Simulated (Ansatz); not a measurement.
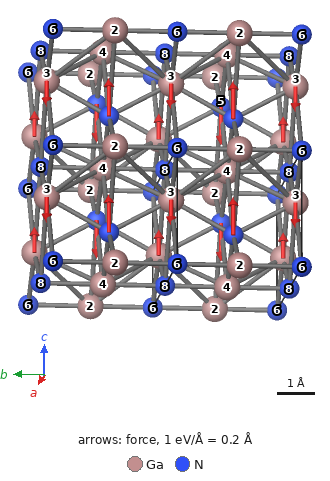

Starting geometry of crystalline GaN (a generated structure, set up in Pmma) (coarse preliminary run) with the computed forces as red arrows. A ball-and-stick model of the cell of the calculation, repeated 1 × 2 × 2 with one cell outlined, seen from a free direction.

The calculation used DFT PBE, scalar-relativistic, plane waves, PAW in Ansatz.

Input file:
```yaml
crystal:
  lattice:
    - [5.95166094, 0.0, 0.0]
    - [0.0, 3.38879798, 0.0]
    - [0.0, 0.0, 3.20873231]
  atoms:
    - { symbol: Ga, position: [0.75, 0.0, 0.35540738] }
    - { symbol: Ga, position: [0.0, 0.5, 0.0] }
    - { symbol: Ga, position: [0.25, 0.0, 0.64459262] }
    - { symbol: Ga, position: [0.5, 0.5, 0.0] }
    - { symbol: "N", position: [0.75, 0.5, 0.64459262] }
    - { symbol: "N", position: [0.0, 0.0, 0.0] }
    - { symbol: "N", position: [0.25, 0.5, 0.35540738] }
    - { symbol: "N", position: [0.5, 0.0, 0.0] }
basis:
  ecutwfc: 420
kpoints:
  mp_grid: { grid: [4, 6, 6] }
hamiltonian:
  xc: pbe
scf:
  occupations: { method: gaussian, width: 0.1 }
  lower_state_search: "off"
output:
  forces: true
  stress: true
  eigenvalues: true
relax:
  adjacent_minimum: "off"
  f_tol: 0.04
  max_steps: 70
  cell: { stress_tol: 0.4 }
```

Run as
```bash
ansatz run input.yaml --threads 1 --pin off --max-ram 2560MiB --backend cpu --events-out ev --progress --plain --runs-dir out
```

### Is this structure relaxed? If not, where do the atoms go?

It isn't relaxed: the largest force vector, on N atoms, is 5.29 eV/Å. The atoms end up moving mostly along the starting forces (cosine between the two patterns 0.98). The largest moves relative to the cell, 0.44 Å, are those of Ga1, Ga3, N5 and N7. Ga1 goes along +c. By element the largest moves are Ga 0.44 Å, N 0.44 Å. The volume changes by +20.1 %, with a 5.952 → 6.039 Å (+1.5 %), b 3.389 → 4.262 Å (+25.8 %), c 3.209 → 3.020 Å (−5.9 %). Among the contacts that change: Ga1–Ga2 2.527 → 3.017 Å, Ga2–N6 1.694 → 2.131 Å, Ga1–N6 2.548 → 2.135 Å, Ga1–N6 (another image) 1.875 → 2.135 Å. Among the angles between lasting bonds that change: N5–Ga1–N5 122.6° → 180.0°, Ga1–N5–Ga1 122.6° → 180.0°, Ga1–N5–Ga2 107.0° → 90.0°. The space group (tolerance 0.01 Å) goes from Pmma (No. 51) to I4/mmm (No. 139). The energy falls by 8.696 eV per cell of the calculation in 8 accepted moves (10 points after the start). The largest force component goes from 5.3 to 0.00063 eV/Å. The pressure goes from 107.12 to 0.07 GPa. The SCF was repeated twice at an unchanged geometry on a basis and grid sized afresh for the cell, which shifted the energy by 0.300 eV per cell of the calculation at most.
